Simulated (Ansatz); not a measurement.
**A series of single points on SiC**

System: SiC (8 atoms in the cell).
Method: Kohn-Sham DFT of a periodic cell, PBEsol with D3(BJ), Ansatz PAW, no spin polarisation (Ansatz 0.2.0).

The 6 runs differ only in the geometry, by an even scaling of the cell at fixed fractional positions. The structure derives from a Materials Project entry.

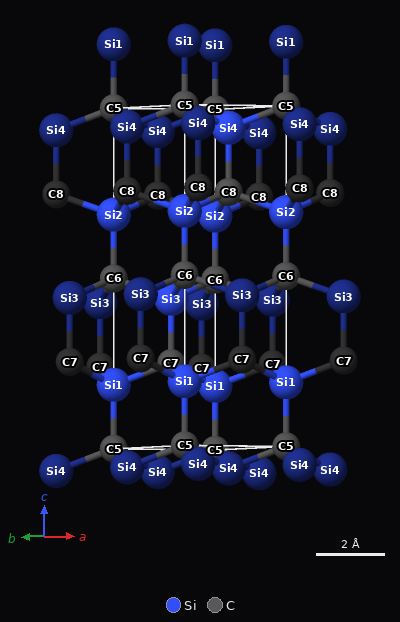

Figure 1. The structure of run 4 (ball-and-stick view of the cell of the calculation, seen at an oblique angle; neighbours outside the cell are drawn fainter; atoms are numbered from 1 in the order of the input).

**Input of run 4**
```yaml
crystal:
  lattice:
    - [3.0960635787, 0.0, 0.0]
    - [-1.5480317893, 2.6812697109, 0.0]
    - [0.0, 0.0, 10.1373414467]
  atoms:
    - { symbol: Si, position: [0.0, 0.0, 0.18789438] }
    - { symbol: Si, position: [0.0, 0.0, 0.68789438] }
    - { symbol: Si, position: [0.3333333333, 0.6666666667, 0.43784198] }
    - { symbol: Si, position: [0.6666666667, 0.3333333333, 0.93784198] }
    - { symbol: C, position: [0.0, 0.0, 0.00046005] }
    - { symbol: C, position: [0.0, 0.0, 0.50046005] }
    - { symbol: C, position: [0.3333333333, 0.6666666667, 0.24980259] }
    - { symbol: C, position: [0.6666666667, 0.3333333333, 0.74980259] }
hamiltonian:
  xc: pbesol
  pseudopotentials: { kind: paw }
  dispersion: d3bj
kpoints:
  mp_grid: { grid: [10, 10, 3] }
scf:
  occupations: { method: fermi_dirac, width: 0.05 }
output:
  forces: true
  stress: true
  eigenvalues: true
```

Command:
```bash
ansatz run input.yaml --threads 2 --pin off --max-ram 5120MiB --backend cpu --events-out ev --progress --plain --runs-dir out
```

Run 2 differs from it as follows:
```diff
-    - [3.0960635787, 0.0, 0.0]
-    - [-1.5480317893, 2.6812697109, 0.0]
-    - [0.0, 0.0, 10.1373414467]
+    - [3.0341256196, 0.0, 0.0]
+    - [-1.5170628097, 2.6276298648, 0.0]
+    - [0.0, 0.0, 9.9345399781]
```

**Results, with one run withheld**

| run | volume per atom (Å³) | free energy per atom, from the lowest run given (meV) | pressure (GPa) | gap on the mesh (eV) |
| --- | --- | --- | --- | --- |
| 1 | 9.694 | 16.18 | 11.73 | 2.13 |
| 2 | 9.900 | ? | ? | ? |
| 3 | 10.107 | 0.00 | 1.18 | 2.12 |
| 4 | 10.519 | 8.48 | −7.48 | 2.11 |
| 5 | 10.726 | 20.55 | −11.20 | 2.11 |
| 6 | 10.932 | 37.16 | −14.57 | 2.10 |

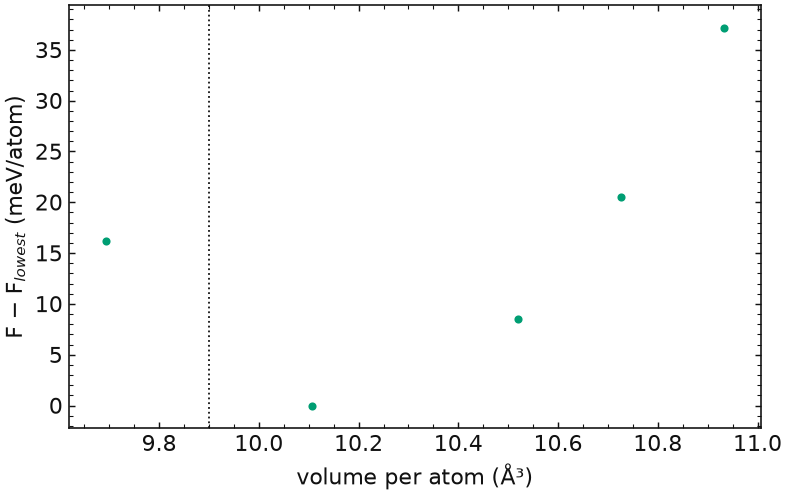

Figure 2. Free energy per atom of the runs given; the dotted line marks run 2.

Estimate the energy of run 2 from the others.

A cubic polynomial in V^(−2/3) (the Birch–Murnaghan form), fitted to the 5 runs given, misses them by at most 0.01 meV per atom. With x = V^(−2/3) − 0.21016 Å⁻², it reads F = 3.1441 − 2187.7 x + 3.5993e+05 x² − 66691 x³ (meV per atom). At run 2 it gives 4.71 meV per atom, and the run itself gives 4.70. The slope of the fit gives a pressure −dF/dV of 6.20 GPa there, and the run prints 6.19 GPa. The fit has its minimum at 10.158 Å³ per atom, where V d²F/dV² gives 229 GPa. Cell shape and fractional positions are held, so this is the stiffness under even scaling; the relaxed bulk modulus wasn't computed.

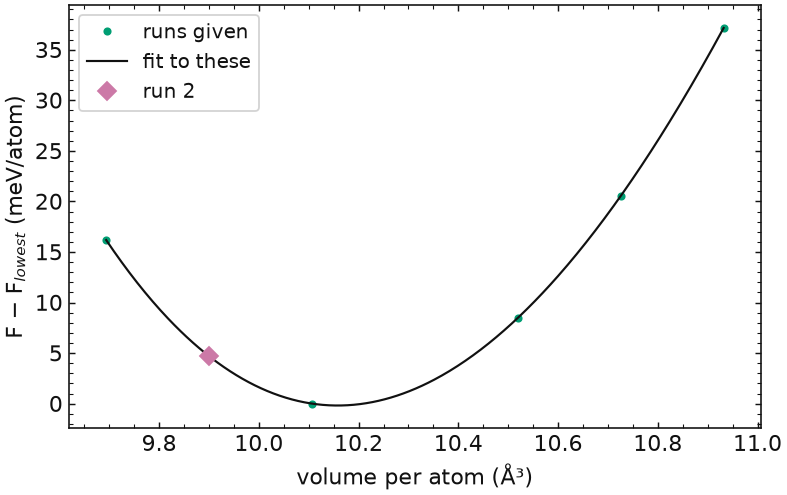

Figure 3. The fit and the withheld run.

**Output, shortened to warnings, some set-up lines, iterations and results (run 2)**
```
Basis set: ecut = 420 eV, 1533 PW (Γ), exchange–correlation on 48×48×144 points (8 copies of the dense FFT grid, shifted against one another)
Symmetry: 12 space group operations
k-points: 28 of 300 (time reversal used)
Initial density: superposition of atomic densities (neutral atoms: chi_scale 0, normalization atom), corrected by the library's trained network
[...]
SCF iter   1: F=—  HF=-3476.770912 eV  |F-HF|=—  |Δ(HF+E_count)|=         —  Δρ=8.36e-3  dr2=6.59e-2  ethr=1.77e-3  ⟨swp⟩=6.4  Hψ=3854  notcnv=0  defer=3
SCF iter   2: F=—  HF=-3476.751625 eV  |F-HF|=—  |Δ(HF+E_count)|=   1.93e-2  Δρ=1.62e-3  dr2=1.89e-3  ethr=2.06e-4  ⟨swp⟩=2.9  Hψ=1430  notcnv=0  defer=69
SCF iter   3: F=—  HF=-3476.751295 eV  |F-HF|=—  |Δ(HF+E_count)|=   3.30e-4  Δρ=5.38e-4  dr2=1.42e-4  ethr=5.89e-6  ⟨swp⟩=2.2  Hψ=1047  notcnv=0  defer=22
SCF iter   4: F=—  HF=-3476.751309 eV  |F-HF|=—  |Δ(HF+E_count)|=   1.41e-5  Δρ=7.52e-5  dr2=3.86e-6  ethr=4.45e-7  ⟨swp⟩=2.0  Hψ=1036  notcnv=0  defer=22
SCF iter   5: F=—  HF=-3476.751250 eV  |F-HF|=—  |Δ(HF+E_count)|=   5.93e-5  Δρ=2.32e-5  dr2=7.50e-7  ethr=1.21e-8  ⟨swp⟩=2.0  Hψ=916  notcnv=0  defer=22
SCF iter   6: F=-3476.751250 eV  HF=-3476.751250 eV  |F-HF|=1.52e-8  |Δ(HF+E_count)|=   6.31e-8  Δρ=7.24e-6  dr2=4.26e-8  ethr=3.13e-10  ⟨swp⟩=6.0  Hψ=2782  notcnv=0
SCF 1 converged in 6 iterations: F = -3476.751250 eV  dr2 = 4.26e-8
SCF converged after 6 iterations
Free energy (F): -3476.751250 eV
Harris-Foulkes:  -3476.751250 eV  (|F-HF|=1.52e-8)
Internal energy: -3476.751250 eV  (E = F + TS)
E sigma→0 (E₀):  -3476.751250 eV
Fermi energy:    11.122764 eV
--- Per-component energies (eV) ---
  E_band       = 126.542278
  E_kinetic    = 550.798351
  E_local      = -406.221148  (includes V_loc(G=0)·N_el)
  E_nonlocal   = 210.309435
  E_hartree    = 125.293323
  E_xc         = -421.782183
  E_vxc        = -440.818675  (∫ρ·V_xc dr)
  E_paw        = -2378.202680  (= ΣΔE_a)
  E_vpaw       = -38.112222  (= ΣTr[D̂ρ^β])
  E_aug_tail   = 0.000056  (compensation charges beyond the density's cutoff)
  E_ewald      = -1155.133131
  E_disp       = -2.023917  (pairwise vdW)
  E_core_change = 0.210645  (= ΣΔE_core)
  E_smearing   = -0.000000  (= −TS)
  E_closure    = -0.000000  (closes the sum)
  Σ components = -3476.751250   (vs F -3476.751250, Δ=0.00e0)
--- Forces (eV/Å), atoms counted from 1 ---
  atom   1  Si     0.00000000     0.00000000     0.01009400
  atom   2  Si     0.00000000     0.00000000     0.01009400
  atom   3  Si     0.00000000     0.00000000    -0.01905475
  atom   4  Si     0.00000000    -0.00000000    -0.01905475
  atom   5  C      0.00000000     0.00000000    -0.00147953
  atom   6  C     -0.00000000     0.00000000    -0.00147953
  atom   7  C      0.00000000     0.00000000     0.01043009
  atom   8  C     -0.00000000     0.00000000     0.01043009
  max |Σ_I F_I| component: 2.04e-5 eV/Å
--- Stress (GPa, compression-positive) ---
        6.288183       0.000000       0.000000
        0.000000       6.288183       0.000000
       -0.000000       0.000000       6.005733
  P = ⅓ Tr σ = 6.1940 GPa (61.940 kbar)
```
